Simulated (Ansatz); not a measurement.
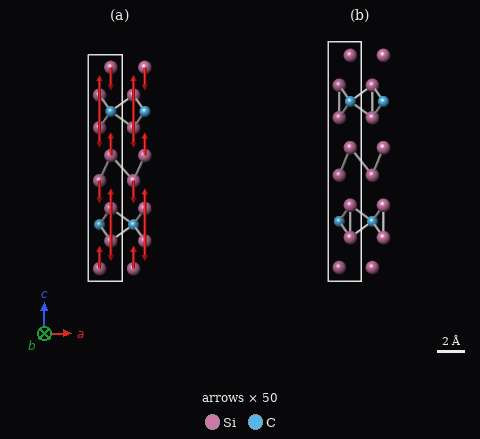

The structure of crystalline Si$_{4}$C (a generated structure, set up in P6_3/mmc) before (left) and after (right) a relaxation, at one scale. The red arrows give the displacements (the part carried along by the change of the cell is left out), 50 times their true length.

Style: ball-and-stick. Shown: the cell of the calculation, repeated 2 × 1 × 1 with one cell outlined, along the b axis.

Theory: DFT PBE, scalar-relativistic, plane waves, PAW (Ansatz).

Input
```yaml
crystal:
  lattice:
    - [2.9307391716, 0.0, 0.0]
    - [-1.4653695858, 2.5380945745, 0.0]
    - [0.0, 0.0, 16.9264944325]
  atoms:
    - { symbol: Si, position: [0.3333333333, 0.6666666667, 0.8219789074] }
    - { symbol: Si, position: [0.3333333333, 0.6666666667, 0.0556677553] }
    - { symbol: Si, position: [0.3333333333, 0.6666666667, 0.4443322447] }
    - { symbol: Si, position: [0.3333333333, 0.6666666667, 0.6780210926] }
    - { symbol: Si, position: [0.6666666667, 0.3333333333, 0.9443322447] }
    - { symbol: Si, position: [0.6666666667, 0.3333333333, 0.1780210926] }
    - { symbol: Si, position: [0.6666666667, 0.3333333333, 0.3219789074] }
    - { symbol: Si, position: [0.6666666667, 0.3333333333, 0.5556677553] }
    - { symbol: C, position: [0.3333333333, 0.6666666667, 0.25] }
    - { symbol: C, position: [0.6666666667, 0.3333333333, 0.75] }
basis:
  ecutwfc: 420
kpoints:
  mp_grid: { grid: [12, 12, 4] }
hamiltonian:
  xc: pbe
scf:
  occupations: { method: gaussian, width: 0.1 }
output:
  forces: true
  stress: true
  eigenvalues: true
  write_density: true
  write_potential: true
  elf: true
  volumetric_format: npy
relax:
  adjacent_minimum: "off"
  f_tol: 0.01
  max_steps: 80
  cell: { stress_tol: 0.05 }
```

Run as
```bash
ansatz run input.yaml --threads 1 --pin off --max-ram 2560MiB --backend cpu --events-out ev --progress --plain --runs-dir out
```

> What changed between the two?

After 6 accepted moves (10 points after the start) the energy has fallen by 17.6 meV per atom. Largest force component: 0.11 eV/Å at the start, 0.00042 eV/Å at the end. The pressure goes from −0.20 to 0.00 GPa. The line search rejected the trial steps at points 3, 6 of the run. At 2 points the geometry stayed and the basis and grid were re-selected for the new cell (energy shift of 0.4 meV per atom at most each time). The largest moves relative to the cell, 0.079 Å, are those of Si1, Si4, Si6 and Si7. Si4 goes along +c. C stays in place. The drawn cell changes as follows: a = b 2.931 → 2.857 Å (−2.5 %), c 16.926 → 17.919 Å (+5.9 %); the volume changes by +0.6 %. Near-neighbour distances that change, for instance: Si2–Si5 2.533 → 2.642 Å, Si1–C10 2.085 → 2.046 Å, Si1–Si4 2.437 → 2.422 Å. Among the angles between lasting bonds that change: Si8–Si3–Si8 70.7° → 65.5°. The space group stays P6_3/mmc (No. 194).
